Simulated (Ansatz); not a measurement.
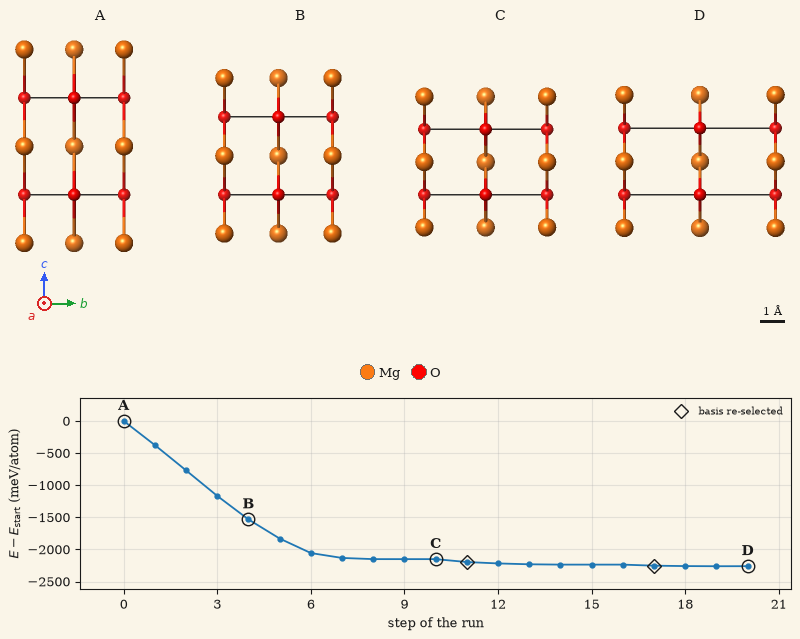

Frames of a relaxation of crystalline MgO (a generated structure, set up in Cmmm), marked on the history of the run. The picture is a ball-and-stick view of the conventional cell (2 times the calculation's cell), seen along the a axis. Lengths and directions refer to the drawn axes.

These are results of DFT PBE, scalar-relativistic, plane waves, PAW in Ansatz 0.2.0, not measurements. Settings: plane-wave cutoff 420 eV; k-point mesh 22 × 22 × 14; occupations gaussian; smearing width 0.1 eV; collinear spin; cell and atoms relaxed; force threshold 0.01 eV/Å; at most 80 steps.

> Describe the path.

The run was cut off at its time limit before the relaxation converged, so the last structure is only a point on the way. The atoms keep their places relative to the cell (all moves are under 0.005 Å). The drawn cell changes as follows: a 2.932 → 2.870 Å (−2.1 %), b 4.205 → 6.378 Å (+51.7 %), c 4.081 → 2.805 Å (−31.3 %); the volume changes by +2.0 %. Among the contacts that change: Mg–Mg 4.081 → 2.805 Å, Mg–Mg 2.563 → 3.497 Å, Mg–O 2.513 → 2.007 Å. Bond angles that change, for instance: O–Mg–O 71.4° → 91.3°, O–Mg–O 108.6° → 88.7°, Mg–O–Mg 108.6° → 88.7°. The space group stays Cmmm (No. 65). The energy falls by 2260 meV per atom in 18 accepted moves (20 points after the start). All forces vanish by symmetry, so only the cell relaxes. The pressure goes from −0.47 to 0.01 GPa. The SCF was repeated twice at an unchanged geometry on a basis and grid sized afresh for the cell, which shifted the energy by 45.2 meV per atom at most. The program noted that the starting moments weren't kept. From step 0 to 4: volume −8.6 %, energy −1532 meV per atom. From step 4 to 10: volume −8.2 %, energy −618 meV per atom. From step 10 to 20: volume +21.6 %, energy −110 meV per atom.
